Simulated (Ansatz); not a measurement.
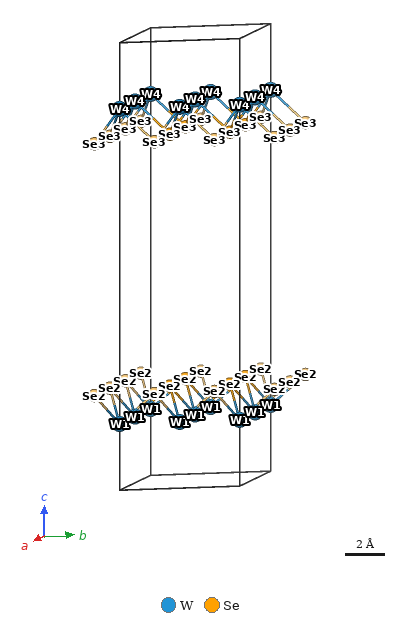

**Figure 1.** The input geometry of run A (ball-and-stick view of the 2 × 2 repeat of the cell, with the vacuum cut short, seen slightly off an axis; neighbours outside the cell are drawn fainter; atoms are numbered from 1 in the order of the input).

**WSe: a changed input and its effect**

System: WSe (slab, 4 atoms in the cell).
Method of run A: DFT, PBEsol, plane waves, PAW, no spin polarisation (Ansatz 0.2.0).

The structure derives from a Materials Project entry. Text and figures count atoms from 1; the logs count them from 0 in places.

## Input file, run A
```yaml
crystal:
  lattice:
    - [3.2702526784, 0.0, 0.0]
    - [-1.6351263392, 2.8321218963, 0.0]
    - [0.0, 0.0, 31.6612169706]
  atoms:
    - { symbol: W, position: [0.0, 0.0, 0.2368828718] }
    - { symbol: Se, position: [0.3333333333, 0.6666666667, 0.2897164081] }
    - { symbol: Se, position: [0.3333333333, 0.6666666667, 0.7102835919] }
    - { symbol: W, position: [0.0, 0.0, 0.7631171282] }
basis:
  ecutwfc: "36.7 Ry"
kpoints:
  mp_grid: { grid: [9, 9, 1] }
hamiltonian:
  xc: pbesol
scf:
  occupations: { method: gaussian, width: 0.05 }
output:
  forces: true
  eigenvalues: true
  stress: true
efield:
  axis: 3
  dipole_correction: true
  ramp_width: 0.04
```

Launched with:
```bash
ansatz run input.yaml --threads 1 --pin off --max-ram 2560MiB --backend cpu --events-out ev --progress --plain --runs-dir out
```

Hardware: 1 thread of Intel Xeon @ 2.50GHz (Skylake/Cascade Lake), 32 GiB of memory available, shared host.

## Output, shortened to warnings, some set-up lines, iterations and results (run A)
```
Basis set: ecut = 499.3289376138798 eV, 7321 PW (Γ), exchange–correlation on 48×48×480 points (8 copies of the dense FFT grid, shifted against one another)
Symmetry: 6 space group operations
k-points: 12 of 81 (time reversal used)
Initial density: superposition of atomic densities (neutral atoms: chi_scale 0, normalization atom), corrected by the library's trained network
[...]
SCF iter   1: F=—  HF=-31357.848426 eV  |F-HF|=—  |Δ(HF+E_count)|=         —  Δρ=4.65e-3  dr2=9.23e-2  ethr=1.77e-3  p=0.000 e·Å  D=9.70e-14 V/Å  ΔV_dip=-0.00 eV  …
SCF iter   2: F=—  HF=-31357.841885 eV  |F-HF|=—  |Δ(HF+E_count)|=   6.54e-3  Δρ=2.68e-3  dr2=4.47e-2  ethr=1.54e-4  p=-0.000 e·Å  D=-6.83e-5 V/Å  ΔV_dip=0.00 eV  …
SCF iter   3: F=—  HF=-31357.840634 eV  |F-HF|=—  |Δ(HF+E_count)|=   1.25e-3  Δρ=1.64e-3  dr2=2.08e-2  ethr=7.45e-5  p=-0.000 e·Å  D=-3.31e-5 V/Å  ΔV_dip=0.00 eV  …
SCF iter   4: F=—  HF=-31357.839306 eV  |F-HF|=—  |Δ(HF+E_count)|=   1.33e-3  Δρ=3.41e-4  dr2=1.20e-3  ethr=3.47e-5  p=-0.000 e·Å  D=-1.66e-5 V/Å  ΔV_dip=0.00 eV  …
SCF iter   5: F=—  HF=-31357.839460 eV  |F-HF|=—  |Δ(HF+E_count)|=   1.54e-4  Δρ=1.93e-4  dr2=2.95e-4  ethr=2.00e-6  p=0.000 e·Å  D=1.18e-4 V/Å  ΔV_dip=-0.00 eV  …
SCF iter   6: F=—  HF=-31357.839626 eV  |F-HF|=—  |Δ(HF+E_count)|=   1.66e-4  Δρ=9.50e-5  dr2=1.12e-4  ethr=4.92e-7  p=-0.001 e·Å  D=-3.26e-4 V/Å  ΔV_dip=0.01 eV  …
SCF iter   7: F=—  HF=-31357.839649 eV  |F-HF|=—  |Δ(HF+E_count)|=   2.31e-5  Δρ=5.82e-5  dr2=4.00e-5  ethr=1.86e-7  p=0.000 e·Å  D=1.98e-4 V/Å  ΔV_dip=-0.01 eV  …
SCF iter   8: F=—  HF=-31357.839718 eV  |F-HF|=—  |Δ(HF+E_count)|=   6.91e-5  Δρ=1.93e-5  dr2=3.27e-6  ethr=6.67e-8  p=0.000 e·Å  D=3.33e-5 V/Å  ΔV_dip=-0.00 eV  …
SCF iter   9: F=—  HF=-31357.839720 eV  |F-HF|=—  |Δ(HF+E_count)|=   2.33e-6  Δρ=5.65e-6  dr2=1.82e-7  ethr=5.44e-9  p=0.000 e·Å  D=9.27e-6 V/Å  ΔV_dip=-0.00 eV  …
SCF iter  10: F=-31357.839721 eV  HF=-31357.839721 eV  |F-HF|=1.14e-8  |Δ(HF+E_count)|=   2.70e-7  Δρ=1.49e-6  dr2=9.78e-9  ethr=1.67e-10  p=0.000 e·Å  D=9.20e-7 V/Å  …
SCF 1 converged in 10 iterations: F = -31357.839721 eV  dr2 = 9.78e-9
SCF converged after 10 iterations
Free energy (F): -31357.839721 eV
Harris-Foulkes:  -31357.839721 eV  (|F-HF|=1.14e-8)
Internal energy: -31357.839720 eV  (E = F + TS)
E sigma→0 (E₀):  -31357.839721 eV
Entropy (-TS):   -0.000000 eV (-0.000 meV/atom)
Fermi energy:    0.459748 eV
Dipole field:    D = -0.000007 V/Å  (p = -0.000011 e·Å, saw-weighted, corrected)
Work function:   Φ+ = 4.6963 eV   Φ− = 4.6961 eV
Levels:          The Fermi level and band energies are counted from a zero that moves with the ramp; work functions are not
--- Per-component energies (eV) ---
  E_band       = -1803.322422
  E_kinetic    = 1123.232116
  E_local      = -35435.276803  (includes V_loc(G=0)·N_el)
  E_nonlocal   = -1175.157146
  E_hartree    = 17083.618208
  E_xc         = -728.464428
  E_vxc        = -662.144226  (∫ρ·V_xc dr)
  E_paw        = -20609.015761  (= ΣΔE_a)
  E_vpaw       = 178.790073  (= ΣTr[D̂ρ^β])
  E_aug_tail   = -0.000530  (compensation charges beyond the density's cutoff)
  E_efield     = 0.000000  (sawtooth field / dipole correction)
  E_vefield    = 0.000000  (∫n·V_field dr)
  E_ewald      = 8380.764138
  E_core_change = 2.460485  (= ΣΔE_core)
  E_smearing   = -0.000000  (= −TS)
  E_closure    = -0.000000  (closes the sum)
  Σ components = -31357.839721   (vs F -31357.839721, Δ=0.00e0)
--- Forces (eV/Å), atoms counted from 1 ---
  atom   1  W      0.00000000     0.00000000     0.72881194
  atom   2  Se    -0.00000000     0.00000000    -0.72890150
  atom   3  Se     0.00000000     0.00000000     0.72890332
  atom   4  W     -0.00000000     0.00000000    -0.72880041
  max |Σ_I F_I| component: 1.34e-5 eV/Å
--- Stress (GPa, compression-positive) ---
       -6.597255       0.000000       0.000000
        0.000000      -6.597255       0.000000
        0.000000       0.000000      -1.332487
  P = ⅓ Tr σ = -4.8423 GPa (-48.423 kbar)
```

The input of run B differs as follows (lines with − go, lines with + come):
```diff
-  ecutwfc: "36.7 Ry"
+  ecutwfc: 420
+  write_density: true
+  write_potential: true
+  elf: true
+  volumetric_format: npy
```

Predict how the results change.

The free energy of run B is 0.6 meV per atom higher, which measures how much it depends on this numerical setting. More plane waves can only lower the energy of a fixed Hamiltonian, so the higher cutoff gives the lower value. The number of SCF iterations is the same. The plane waves at Γ go from 7321 to 5841.

## Output, shortened to warnings, some set-up lines, iterations and results (run B)
```
WARN: The output density's exchange-correlation potential varies sharply where the density is thin. Do not read a vacuum level from v_tot or v_xc, or from such a field of the output density. On a cell that repeats whose density bears no net charge and no dipole along the vacuum's axis use v_es (v_loc + v_h of the components); under efield.dipole_correction with no amplitude use v_es + v_field, …
Basis set: ecut = 420 eV, 5841 PW (Γ), exchange–correlation on 48×48×432 points (8 copies of the dense FFT grid, shifted against one another)
Symmetry: 6 space group operations
k-points: 12 of 81 (time reversal used)
Initial density: superposition of atomic densities (neutral atoms: chi_scale 0, normalization atom), corrected by the library's trained network
[...]
SCF iter   1: F=—  HF=-31357.846660 eV  |F-HF|=—  |Δ(HF+E_count)|=         —  Δρ=4.65e-3  dr2=9.23e-2  ethr=1.77e-3  p=0.000 e·Å  D=1.48e-14 V/Å  ΔV_dip=-0.00 eV  …
SCF iter   2: F=—  HF=-31357.838710 eV  |F-HF|=—  |Δ(HF+E_count)|=   7.95e-3  Δρ=2.68e-3  dr2=4.51e-2  ethr=1.54e-4  p=-0.000 e·Å  D=-4.74e-5 V/Å  ΔV_dip=0.00 eV  …
SCF iter   3: F=—  HF=-31357.836832 eV  |F-HF|=—  |Δ(HF+E_count)|=   1.88e-3  Δρ=1.66e-3  dr2=2.14e-2  ethr=7.52e-5  p=-0.000 e·Å  D=-3.61e-5 V/Å  ΔV_dip=0.00 eV  …
SCF iter   4: F=—  HF=-31357.835780 eV  |F-HF|=—  |Δ(HF+E_count)|=   1.05e-3  Δρ=3.68e-4  dr2=1.44e-3  ethr=3.57e-5  p=0.000 e·Å  D=1.23e-6 V/Å  ΔV_dip=-0.00 eV  …
SCF iter   5: F=—  HF=-31357.836930 eV  |F-HF|=—  |Δ(HF+E_count)|=   1.15e-3  Δρ=2.17e-4  dr2=4.10e-4  ethr=2.40e-6  p=0.000 e·Å  D=6.45e-5 V/Å  ΔV_dip=-0.00 eV  …
SCF iter   6: F=—  HF=-31357.837240 eV  |F-HF|=—  |Δ(HF+E_count)|=   3.11e-4  Δρ=7.49e-5  dr2=6.47e-5  ethr=6.83e-7  p=-0.000 e·Å  D=-1.83e-4 V/Å  ΔV_dip=0.01 eV  …
SCF iter   7: F=—  HF=-31357.837260 eV  |F-HF|=—  |Δ(HF+E_count)|=   1.99e-5  Δρ=7.11e-5  dr2=6.84e-5  ethr=1.08e-7  p=0.000 e·Å  D=2.83e-4 V/Å  ΔV_dip=-0.01 eV  …
SCF iter   8: F=—  HF=-31357.837258 eV  |F-HF|=—  |Δ(HF+E_count)|=   2.64e-6  Δρ=1.62e-5  dr2=2.74e-6  ethr=1.08e-7  p=-0.000 e·Å  D=-9.22e-6 V/Å  ΔV_dip=0.00 eV  …
SCF iter   9: F=—  HF=-31357.837258 eV  |F-HF|=—  |Δ(HF+E_count)|=   8.00e-7  Δρ=5.40e-6  dr2=1.41e-7  ethr=4.57e-9  p=0.000 e·Å  D=6.19e-6 V/Å  ΔV_dip=-0.00 eV  …
SCF iter  10: F=-31357.837259 eV  HF=-31357.837259 eV  |F-HF|=8.64e-9  |Δ(HF+E_count)|=   1.94e-7  Δρ=1.38e-6  dr2=7.92e-9  ethr=1.67e-10  p=0.000 e·Å  D=8.46e-8 V/Å  …
SCF 1 converged in 10 iterations: F = -31357.837259 eV  dr2 = 7.92e-9
WARN: The output density's exchange-correlation potential varies sharply where the density is thin. Do not read a vacuum level from v_tot or v_xc, or from such a field of the output density. On a cell that repeats whose density bears no net charge and no dipole along the vacuum's axis use v_es …
SCF converged after 10 iterations
Free energy (F): -31357.837259 eV
Harris-Foulkes:  -31357.837259 eV  (|F-HF|=8.64e-9)
Internal energy: -31357.837258 eV  (E = F + TS)
E sigma→0 (E₀):  -31357.837258 eV
Entropy (-TS):   -0.000000 eV (-0.000 meV/atom)
Fermi energy:    0.459815 eV
Dipole field:    D = 0.000003 V/Å  (p = 0.000006 e·Å, saw-weighted, corrected)
Work function:   Φ+ = 4.6959 eV   Φ− = 4.6960 eV
[...]
```

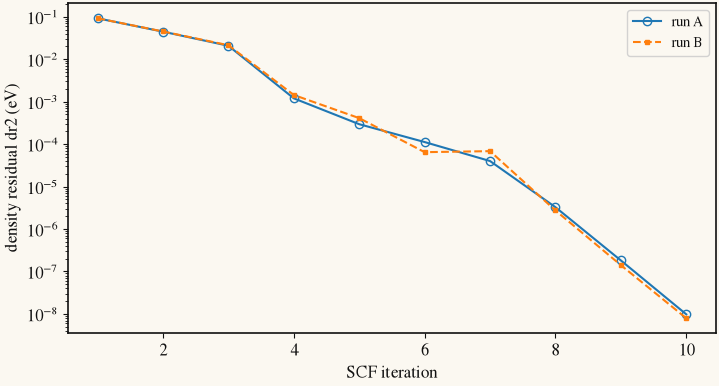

**Figure 2.** Convergence of the two runs: density residual dr2 against the SCF iteration. Run A takes 10 iterations in all, and run B takes 10.

## The two runs side by side

| quantity | run A | run B |
| --- | --- | --- |
| outcome | converged | converged |
| free energy per atom (eV) | −7839.4599 | −7839.4593 |
| gap on the mesh (eV) | 0.32 | 0.32 |
| largest force (eV/Å) | 0.729 | 0.728 |
| SCF iterations | 10 | 10 |
| irreducible k-points | 12 | 12 |
| plane waves at Γ | 7321 | 5841 |
| work function (eV) | – | 4.70 |
| wall time (shared host) | 17 s | 15 s |

For both runs: Spin–orbit coupling is left out, which matters for W. For run B: Warnings: the exchange-correlation potential is rough where the density is thin.
